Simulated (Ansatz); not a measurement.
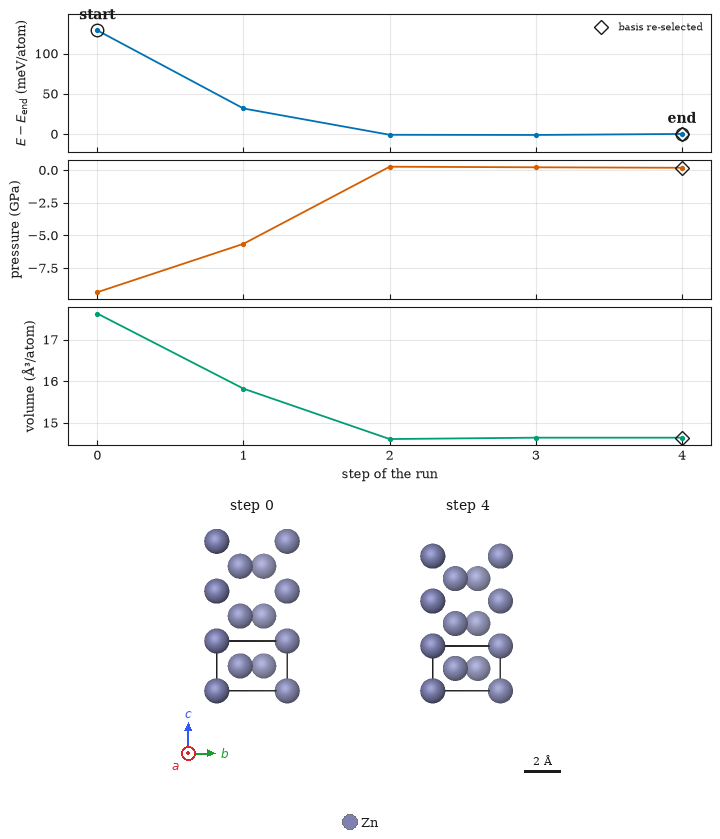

First and last geometry of a relaxation of crystalline Zn (built on the omega_191 type) (coarse preliminary run), with the history of the run. Style: spheres-only. Shown: the cell of the calculation, repeated 1 × 1 × 3 with one cell outlined, along the a axis.

Case: omega type (P6/mmm, No. 191).

All numbers below come from Ansatz 0.2.0, DFT PBEsol, scalar-relativistic, plane waves, PAW. (plane-wave cutoff 420 eV; k-point mesh 6 × 6 × 6; occupations gaussian; smearing width 0.1 eV; no spin polarisation; cell and atoms relaxed; force threshold 0.04 eV/Å; at most 70 steps)

### Did the run converge, and what did it change?

It converged. The atoms keep their places relative to the cell (all moves are under 0.005 Å). The volume changes by −16.9 %, with a = b 4.635 → 4.452 Å (−4.0 %), c 2.842 → 2.559 Å (−9.9 %). Near-neighbour distances that change, for instance: Zn–Zn 2.842 → 2.559 Å, Zn–Zn 2.676 → 2.570 Å. The space group stays P6/mmm (No. 191). Over 3 accepted moves (4 points after the start) the energy falls by 129 meV per atom. All forces vanish by symmetry, so only the cell relaxes. Pressure: −9.35 GPa at the start and 0.18 GPa at the end. At 1 point the geometry stayed and the basis and grid were re-selected for the new cell (energy shift of 1.2 meV per atom at most each time).

```tsv
step	E − E(0), meV/atom	pressure, GPa	volume, Å³/atom	note
0	0.00	-9.35	17.625	
1	-97.11	-5.64	15.819	
2	-129.81	0.26	14.608	
3	-130.00	0.21	14.642	
4	-128.78	0.18	14.642	same geometry, new basis
```
